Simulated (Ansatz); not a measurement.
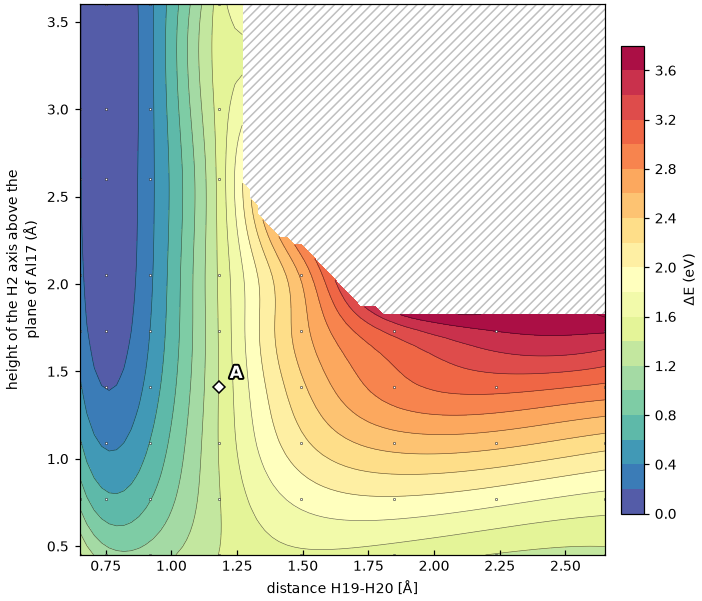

H₂ on an Al(101) slab cut from the P6_3/mmc phase, its upper half relaxed before the scan (18 atoms of substrate and one adsorbate in a 2 × 1 cell). 
- H2 lies flat over one site of a rigid substrate while its bond length and height are varied; it sits over a hollow site, heights counted from the top plane, its axis along the second surface vector.
- Coordinates scanned: (1) distance H19-H20; (2) height of the H2 axis above the plane of Al17.
- Grid: 8 × 9 points. At 15 points there is no value (left out: too close to the surface, or the stretched molecule far from it).
- Points are written as (first, second).
- All energies are given in eV relative to the lowest grid point.
- These are results of DFT PBE, scalar-relativistic, plane waves, PAW (Ansatz 0.2.0), not measurements. Settings: cutoff 420 eV, k-mesh 5×3×1, gaussian smearing 0.1 eV, no spin polarisation.

Drawn: filled contours, dots at the grid points, hatched blanks where no value was computed, the point A. Between grid points the surface is interpolated.

**Is A at rest? If not, where is it pushed?**

A, at (1.181 Å, 1.41 Å), is not a stationary point. The computed force is 3.6 eV for each Å towards smaller values of distance H19-H20 and nearly zero along the second coordinate.
